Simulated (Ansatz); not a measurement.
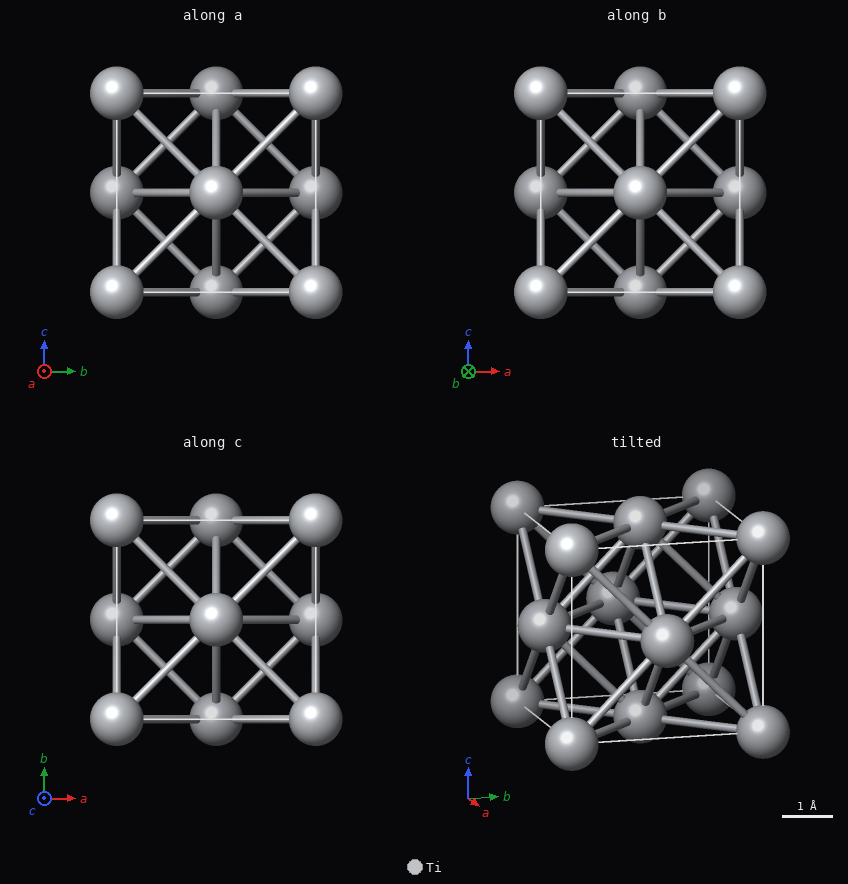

The figure gives a ball-and-stick picture of the atoms, viewed along the a axis, along the b axis, along the c axis and slightly off an axis. The lines enclose the conventional unit cell; boundary atoms appear with their images.

Lattice parameters: a = 3.999 Å, b = 3.999 Å, c = 3.999 Å, α = 90.00°, β = 90.00°, γ = 90.00°.

Question: Write down what is shown as a table of Wyckoff sites.

Answer: Space group Fm-3m (No. 225).
```
atom  site       x       y       z
  Ti    4a  0.0000  0.0000  0.0000
```

The structure comes from a structure type filled with this element by a generator (whether the element takes this form wasn't checked). Earlier steps of the study may have refined or changed the cell and positions. Ansatz was used for an electronic-structure calculation on it.

At this level of theory the cell isn't at rest (compressed, at 10 GPa), so its distances can differ from those at equilibrium, the more so the softer the solid.
